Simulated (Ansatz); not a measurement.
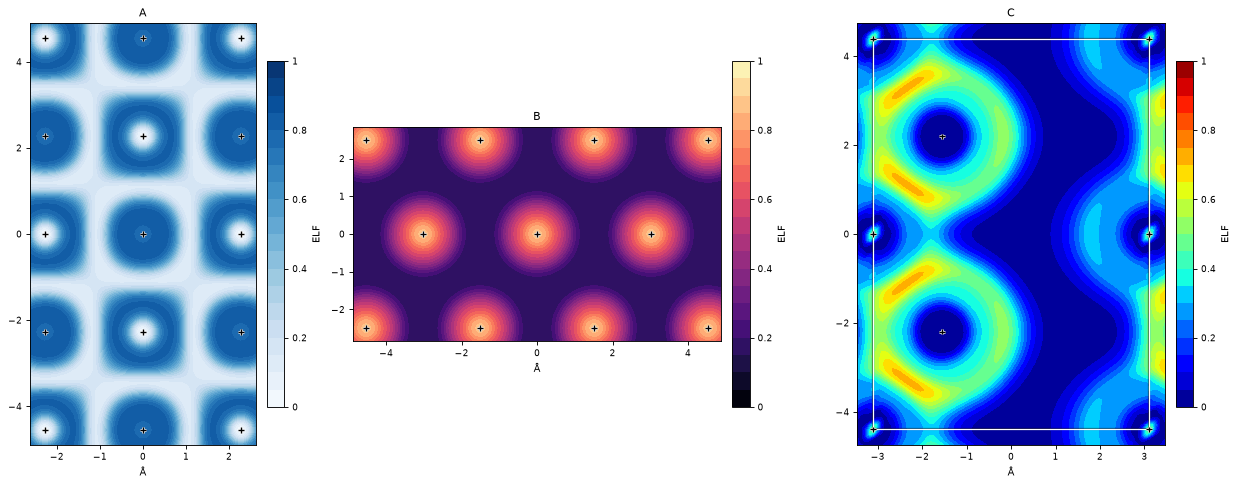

The ELF of 3 systems, each on a plane through atoms (crosses mark nuclei in the plane).

Theory: DFT PBE, scalar-relativistic, plane waves, PAW (Ansatz 0.2.0).

System 1: GaSb, the (110) plane of the conventional cell. Space group F-43m.

System 2: Ag, the (101) plane of the conventional cell. Space group I4/mmm; a structure from a database of computed crystals, not necessarily the ambient phase; changed on purpose from its base cell (biaxial strain in the a-b plane, c and atoms relaxed: +3.0 %).

```xyz
2
Lattice="2.1360 2.1360 0.0000 -2.1360 2.1360 0.0000 0.0000 0.0000 3.9667" Properties=species:S:1:pos:R:3 pbc="T T T"
Ag    0.0000    0.0000    0.0000
Ag    0.0000    2.1360    1.9833
```

System 3: HfN, the (010) plane of the conventional cell. Space group Fm-3m; computed without spin polarisation.

```
Hf N
1.0
     4.54779    0.00000    0.00000
     0.00000    4.54779    0.00000
     0.00000    0.00000    4.54779
Hf N
4 4
Direct
  0.00000 0.00000 0.00000
  0.50000 0.50000 0.00000
  0.50000 0.00000 0.50000
  0.00000 0.50000 0.50000
  0.50000 0.00000 0.00000
  0.00000 0.50000 0.00000
  0.00000 0.00000 0.50000
  0.50000 0.50000 0.50000
```

### Match each panel to its system.

Panel A is system 3, HfN: the plane holds Hf and N. Hf–N (2.27 Å): the ELF peaks at about 0.80 in the valence shell of N, 0.7 Å from its nucleus, and is about 0.15 at the midpoint (no shared electron pair shows on this line). Panel B is system 2, Ag: the plane holds Ag. Ag–Ag (2.91 Å): the ELF is about 0.15 at the midpoint (no shared electron pair shows on this line). Panel C is system 1, GaSb: the plane holds Ga and Sb. Ga–Sb (2.69 Å): the ELF peaks at about 0.70 between the atoms.
